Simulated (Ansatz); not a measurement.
```yaml
crystal:
  lattice:
    - [4.37673, 0.00000, 0.00000]
    - [-2.18836, 3.79036, 0.00000]
    - [0.00000, 0.00000, 2.72417]
  atoms:
    - { symbol: Ti, position: [0.00000, 0.00000, 0.00000] }
    - { symbol: Ti, position: [0.33333, 0.66667, 0.50000] }
    - { symbol: Ti, position: [0.66667, 0.33333, 0.50000] }
```

Space group P6/mmm; a structure from a database of computed crystals, not necessarily the ambient phase; changed on purpose from its base cell (mode 6 frozen in at +0.000 Å, equal normal strain along x, y and z -0.0167); computed pressure about 7 GPa in this cell; computed without spin polarisation; PAW files of the earlier set (soft_1).

Theory: DFT LDA, scalar-relativistic, plane waves, PAW (Ansatz 0.2.0).

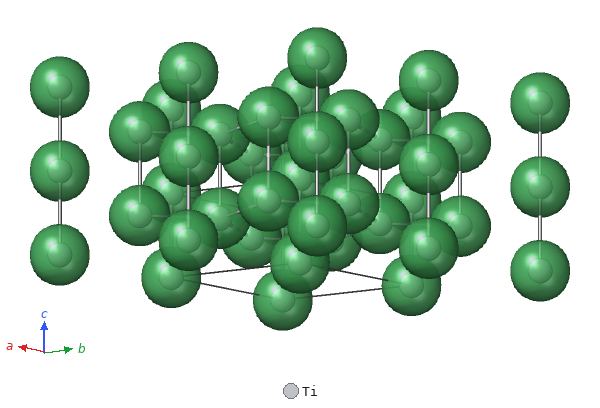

Ti. Isosurface of the valence electron density at 0.5 e/Å³ (green), seen at an oblique angle. Sticks mark near contacts.

The density is the valence pseudo-density of a PAW calculation; it isn't the true density close to the nuclei.

### How is the density connected at this value?

At this value the density breaks into separate islands; it holds about 75 % of the electrons treated as valence (semicore included). It bridges none of the near contacts. It is pinched off along the shortest Ti–Ti (2.53 Å) and Ti–Ti (2.72 Å) contacts. On the grid the lowest density along these lines, outside the cores, is 0.26 e/Å³ (Ti–Ti, 2.53 Å) and 0.22 e/Å³ (Ti–Ti, 2.72 Å).

### Metal or insulator at this level of theory?

It is gapless in this calculation (a metal or semimetal).
